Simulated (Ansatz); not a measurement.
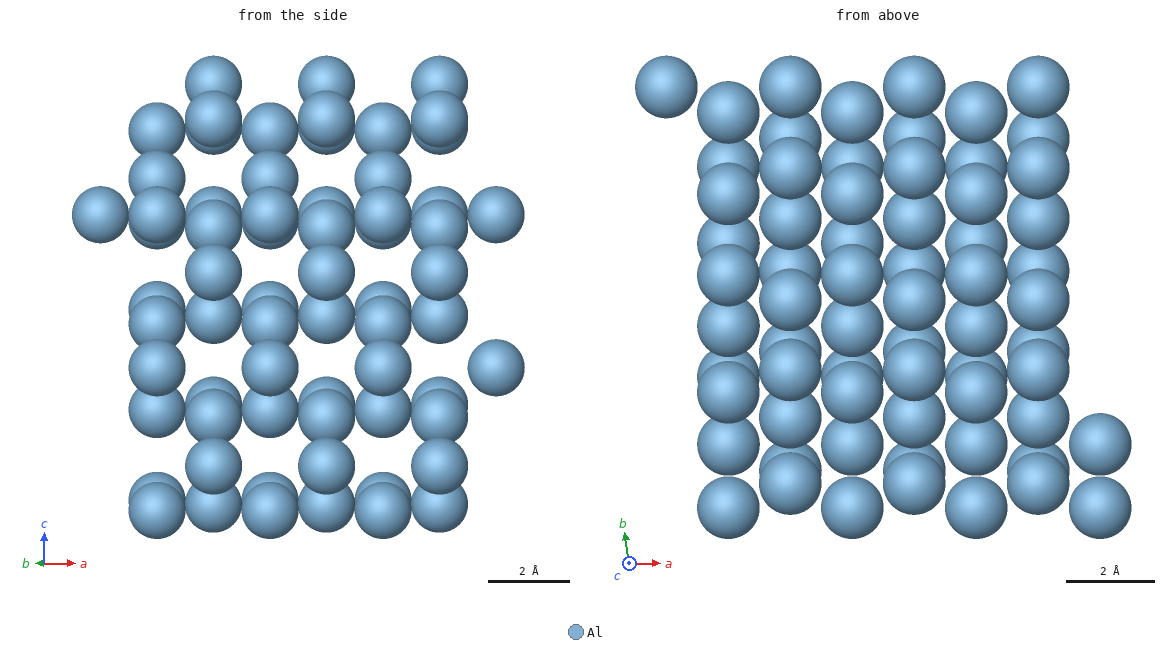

A spheres-only picture of a periodic slab, seen from the side and from above. The surface normal points up in side views; the vacuum is left out. 3×1 cells are drawn in the plane, with atoms at the edges repeated.

The cell holds 20 Al. The slab was cut from bulk Al (P6_3/mmc).

### Read the thickness off the scale bar.

About 11 Å from the lowest to the highest atom.

### Count the planes and say what each contains, starting at the top.

Ten planes: Al / Al / Al / Al / Al / Al / Al / Al / Al / Al.

### Which lattice plane is parallel to the surface?

(1 0 1).

Computational set-up: DFT r2SCAN, scalar-relativistic, plane waves, PAW in Ansatz, a 500 eV plane-wave basis, the zone sampled with 12×4×1 points, Gaussian smearing of 0.1 eV, no spin polarisation.

### Work functions?

4.17 eV at the top and 4.12 eV at the bottom.

The initial geometry was a structure listed in the Materials Project, from which a slab was cut. The atoms were relaxed in a fixed cell with DFT r2SCAN, scalar-relativistic, plane waves, PAW in Ansatz 0.2.0.
